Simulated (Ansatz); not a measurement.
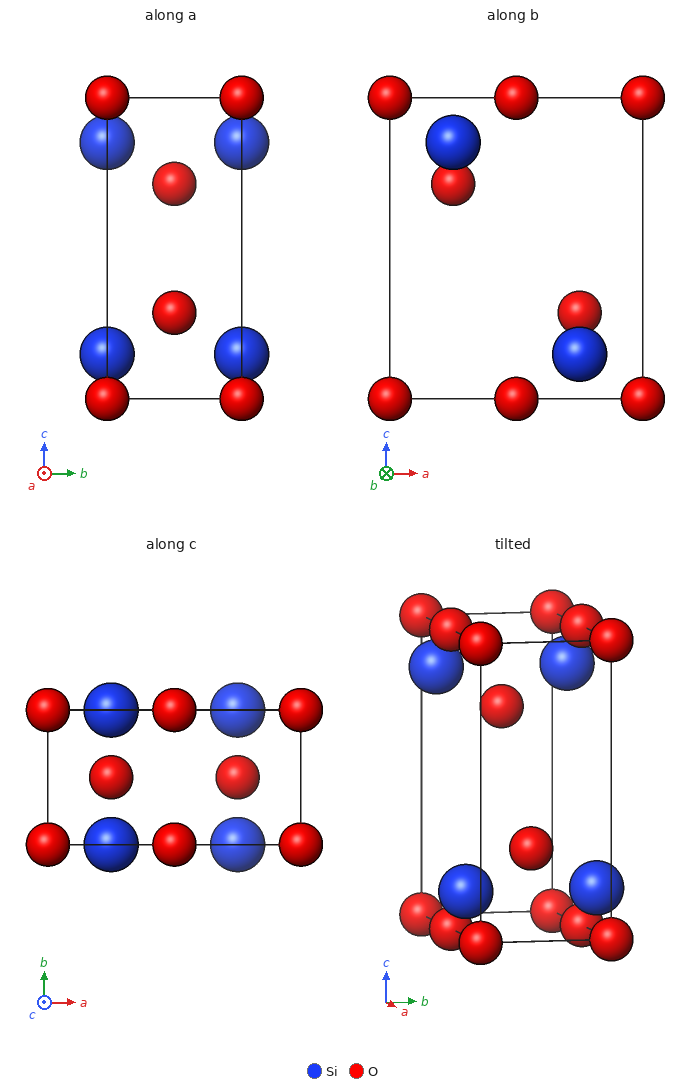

An orthographic spheres-only view of the structure, along the a axis, along the b axis, along the c axis and slightly off an axis. The frame is the conventional unit cell; atoms at its boundary are shown with their periodic copies.

Lattice parameters: a = 5.290 Å, b = 2.813 Å, c = 6.299 Å, α = 90.00°, β = 90.00°, γ = 90.00°. Put a along x and b in the xy plane.

From the views, write a POSCAR file, with free fractional coordinates to two decimals.

```
Si O
1.0
     5.290    0.000    0.000
     0.000    2.813    0.000
     0.000    0.000    6.299
Si O
2 4
Direct
  0.25 0.00 0.85
  0.75 0.00 0.15
  0.25 0.50 0.71
  0.75 0.50 0.29
  0.50 0.00 0.00
  0.00 0.00 0.00
```

The initial geometry was a structure type filled with these elements by a generator (whether the compound takes this form wasn't checked). Earlier steps of the study may have refined or changed the cell and positions. A calculation with Ansatz used it as input.
